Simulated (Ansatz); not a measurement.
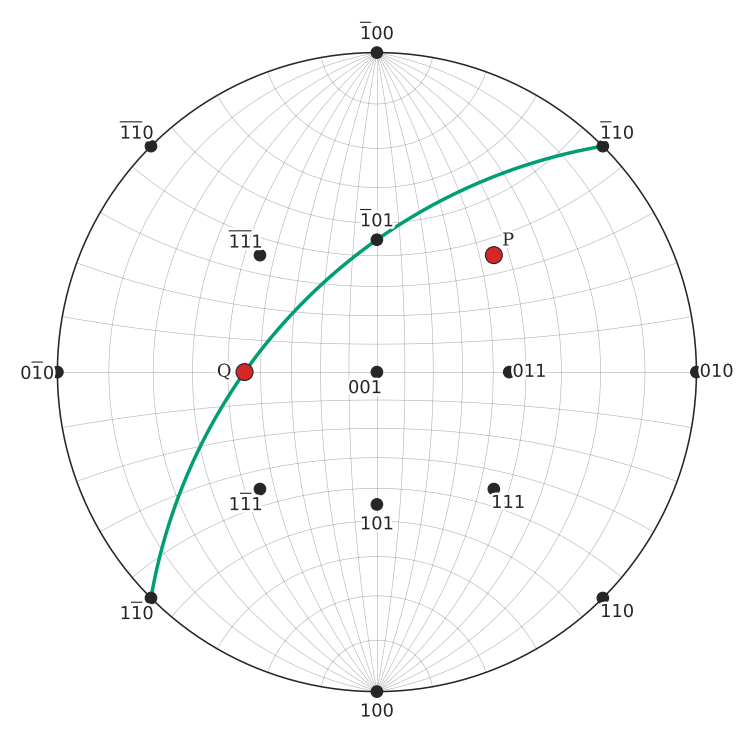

Stereographic projection of plane normals (upper hemisphere) centred on (0 0 1). Crystal: Co, the geometry relaxed with DFT, revPBE, plane waves (420 eV) with PAW, scalar-relativistic in Ansatz 0.2.0; the starting structure was generated, so it need not be a known form of this composition. The drawing is computed from the coordinates (standard cell, symmetry found to 0.002 Å).

a = 5.121 Å, b = 5.121 Å, c = 5.121 Å, α = 90.00°, β = 90.00°, γ = 90.00°.

Index the poles marked P, Q.

Answer. P is (−1 1 1), 54.7° from the centre; Q is (0 −1 1), 45.0° from the centre.

Which zone does the coloured great circle trace?

Answer. The zone [1 1 1]: its poles satisfy h + k + l = 0.

What is the angle between the normals of (0 1 0) and (−1 0 0), and what are their d_hkl = 1/|g|?

Answer. 90.0°; d = 5.121 Å and 5.121 Å.
